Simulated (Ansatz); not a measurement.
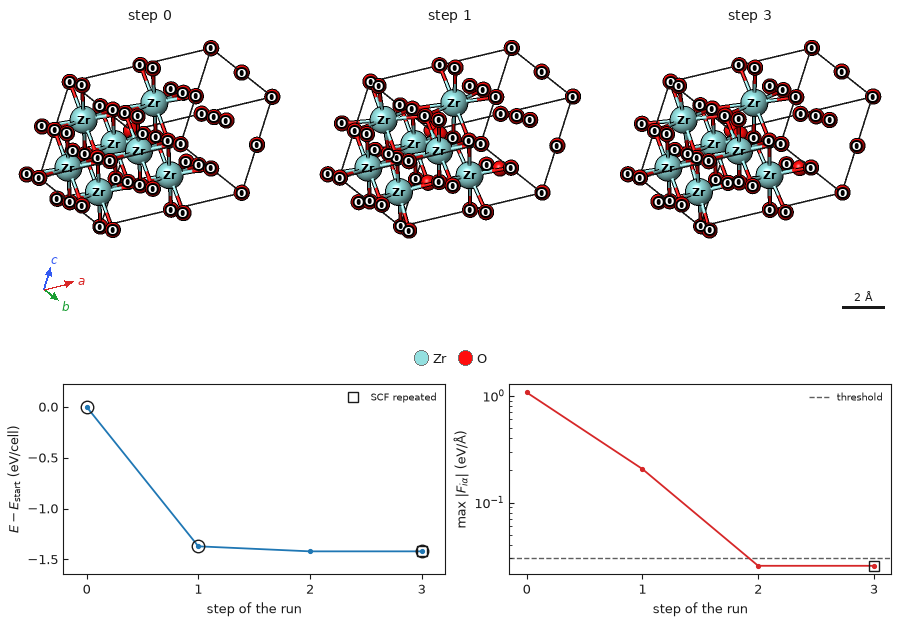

Frames of a relaxation of a defect cell of composition Zr$_{7}$O$_{16}$ (cell charge −3), marked on the history of the run. The picture is a ball-and-stick view of the cell of the calculation (origin shifted), seen from a free direction.

All numbers below come from Ansatz 0.2.0, DFT, PBE, plane-wave PAW, default files, scalar-relativistic. Settings: plane-wave cutoff 420 eV; k-point mesh 3 × 3 × 3; occupations fermi dirac; smearing width 0.01 eV; collinear spin; atoms relaxed in a fixed cell; force threshold 0.03 eV/Å; at most 40 steps.

**What happens along the run?**

After 2 accepted moves (3 points after the start) the energy has fallen by 1.421 eV per cell of the calculation. Largest force component: 1.1 eV/Å at the start, 0.026 eV/Å at the end. 1 step only repeated the SCF at the same geometry. The largest moves, 0.17 Å, are those of O atoms. Zr stays in place. The cell stays as it was. Among the contacts that change: O–Zr 2.195 → 2.134 Å, O–Zr 2.195 → 2.217 Å. Bond angles that change, for instance: Zr–O–Zr 109.5° → 113.4°. The program noted that the starting moments weren't kept. The run took 92 s on 1 thread of Arm Neoverse V2 (shared host), peak memory 0.77 GiB. From step 0 to 1: O atoms move most (0.19 Å), energy −1.372 eV per cell of the calculation. From step 1 to 3: O atoms move most (0.03 Å), energy −49.5 meV per cell of the calculation.

```tsv
step	E − E(0), meV/atom	largest force component, eV/Å	note
0	0.00	1.0755	
1	-59.63	0.2062	
2	-61.79	0.0255	
3	-61.79	0.0255	same geometry, SCF repeated
```

Limits of the set-up: the periodic images lie only 7.2 Å apart, so the values are limited by the cell's size; the cell is charged, on a uniform background, and energies carry no finite-size correction.
